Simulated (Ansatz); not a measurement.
The coordinates of a crystal:

```xyz
2
Lattice="3.1684 0.0000 0.0000 0.0000 3.1684 0.0000 0.0000 0.0000 3.1684" Properties=species:S:1:pos:R:3 pbc="T T T"
Pt    0.0000    0.0000    0.0000
Pt    1.5842    1.5842    1.5842
```

Question: Summarise the structure in words.

Answer: The element is platinum. Space group: Im-3m (No. 229). Lattice: body-centred cubic. Its structure type: body-centred cubic (W type). The cell holds two atoms. Pt is linked to eight Pt in a cubic arrangement at 2.74 Å. The bonds build a three-dimensional framework.

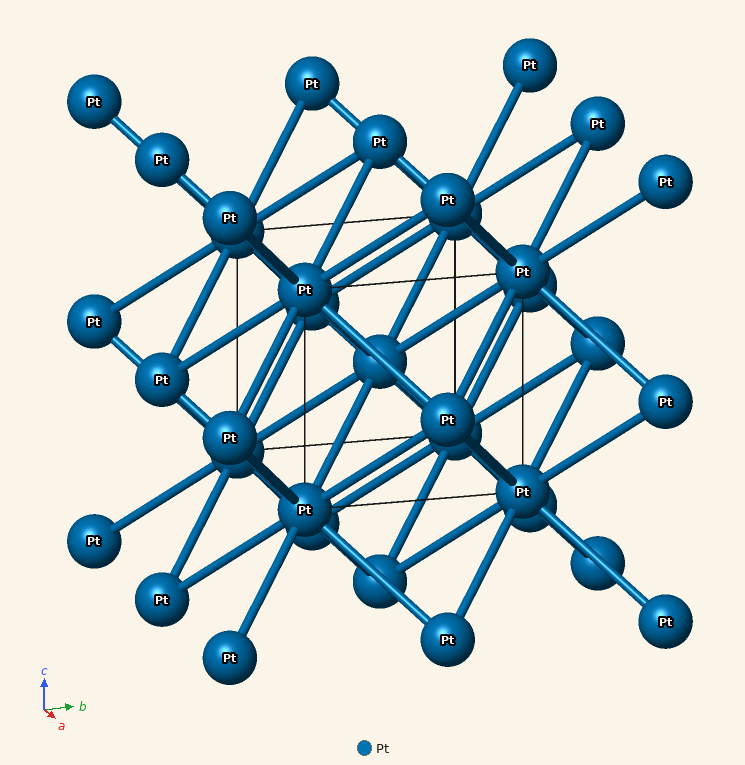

Figure: ball-and-stick view slightly off an axis. Atoms at the boundary of the conventional unit cell (the box) are drawn once for each face, edge or corner they touch. Atoms outside the box are added where they are bonded to one inside. Colours: platinum blue.

The model was built from a structure listed in the Materials Project. Earlier steps of the study may have refined or changed the cell and positions. It went into a calculation with Ansatz.

At this level of theory the cell isn't at rest (stretched, at -5 GPa), so its distances can differ from those at equilibrium, the more so the softer the solid.
